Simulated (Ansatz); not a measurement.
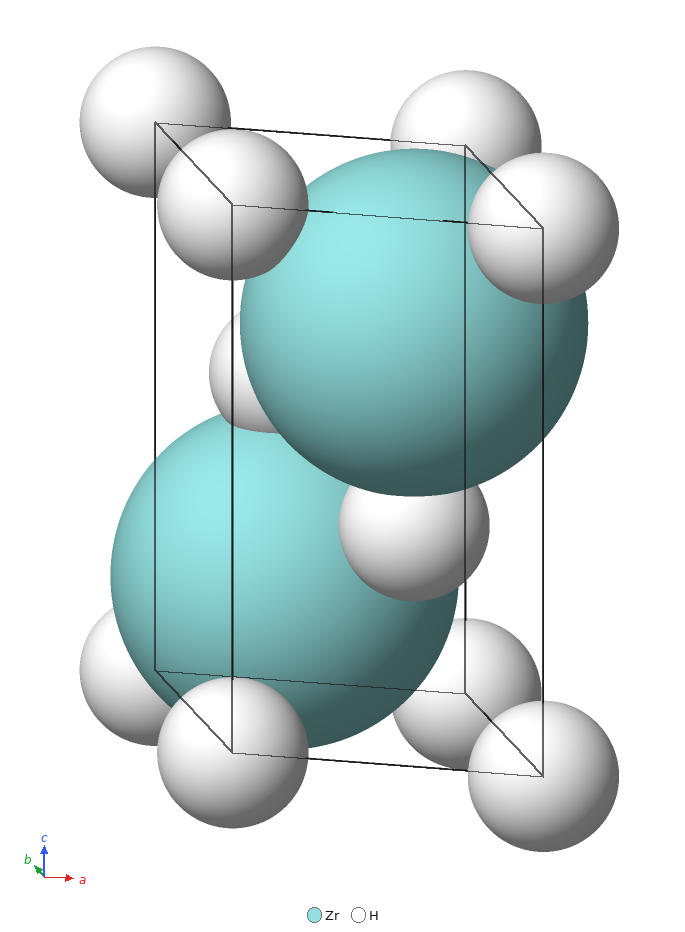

Space-filling drawing of the structure, looking slightly off an axis. The conventional unit cell is drawn as a box. Cell: a = 3.25 Å, b = 3.25 Å, c = 5.71 Å, α = 90.00°, β = 90.00°, γ = 120.00°.

Starting structure: a structure type filled with these elements by a generator (whether the compound takes this form wasn't checked). Earlier steps of the study may have refined or changed the cell and positions. It was run through Ansatz as a DFT input.

Q: Explain the picture.

A: It has the composition Zr₂H₃. It is primitive hexagonal, space group P-3m1 (No. 164). Content of the cell: 2 Zr, 3 H (Z = 1). The coordination shell of Zr holds seven H at about 2.1 to 2.3 Å. H takes two kinds of site: 1a with six Zr in an octahedral arrangement at about 2.3 Å; 2d with four Zr in a distorted tetrahedral arrangement at about 2.1 Å. Not all metal-metal contacts are counted.

The calculation used DFT PBEsol, scalar-relativistic, plane waves, PAW (Ansatz), with a basis cut at 420 eV, k-grid 12×12×8, Gaussian smearing of 0.1 eV, no spin polarisation.

Q: Classify it as metallic or gapped, with the value.

A: A metal: bands cross the Fermi level.

Q: How charged are the atoms, by the Bader scheme?

A: Zr +1.08 e; H -0.72 e.

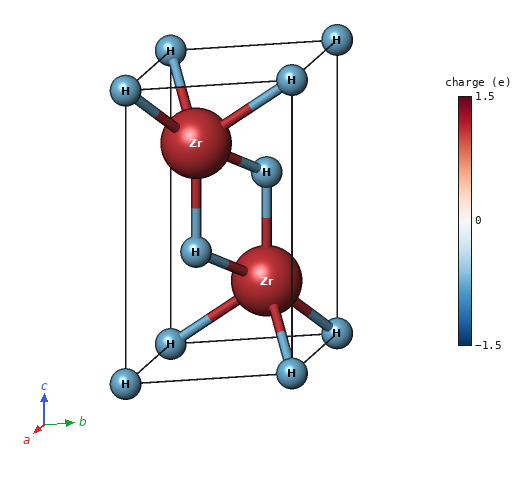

The atoms coloured by those charges. The run's cell of 5 atoms is drawn.

Q: Is the structure in equilibrium?

A: No. The largest force is 0.01 eV/Å. The pressure is -3.9 GPa, so the cell would contract.
